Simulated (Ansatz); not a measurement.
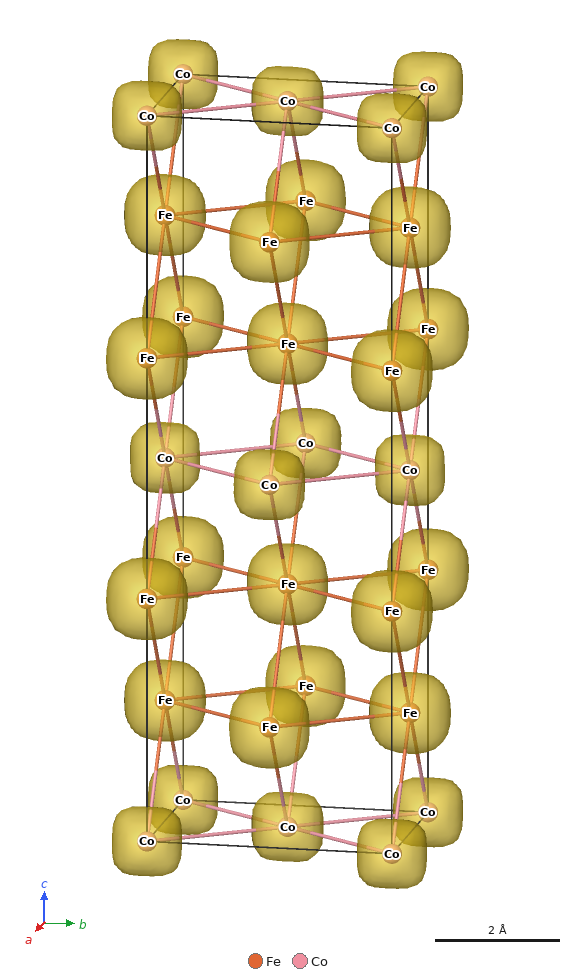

Figure 1: Fe$_{2}$Co. Isosurfaces of the spin density (up minus down) at +0.5 (yellow) and −0.5 e/Å³ (cyan), seen slightly off an axis. Sticks mark near contacts.

Space group Fmmm; a structure generated by program, which may or may not match a known phase; spin-polarised.

Method: Ansatz 0.2.0, DFT PBE, scalar-relativistic, plane waves, PAW.

```yaml
crystal:
  lattice:
    - [2.83662, 0.00000, 0.00000]
    - [0.00000, 4.03791, 0.00000]
    - [0.00000, 0.00000, 12.06504]
  atoms:
    - { symbol: Fe, position: [0.50000, 0.00000, 0.16581] }
    - { symbol: Fe, position: [0.00000, 0.50000, 0.16581] }
    - { symbol: Fe, position: [0.00000, 0.00000, 0.66581] }
    - { symbol: Fe, position: [0.50000, 0.50000, 0.66581] }
    - { symbol: Fe, position: [0.00000, 0.00000, 0.33419] }
    - { symbol: Fe, position: [0.50000, 0.50000, 0.33419] }
    - { symbol: Fe, position: [0.50000, 0.00000, 0.83419] }
    - { symbol: Fe, position: [0.00000, 0.50000, 0.83419] }
    - { symbol: Co, position: [0.00000, 0.00000, 0.00000] }
    - { symbol: Co, position: [0.50000, 0.50000, 0.00000] }
    - { symbol: Co, position: [0.50000, 0.00000, 0.50000] }
    - { symbol: Co, position: [0.00000, 0.50000, 0.50000] }
```

Question: Which atoms carry the moments, and with what signs?

Answer: The spin density sits on Fe: +2.6 μB (×8); Co: +1.9 μB (×4) in one cell of 12 atoms: parallel moments (a ferromagnetic arrangement) in this solution. The cell of the calculation (3 atoms) carries 6.8 μB of net spin moment. Only one sign reaches the isovalue.
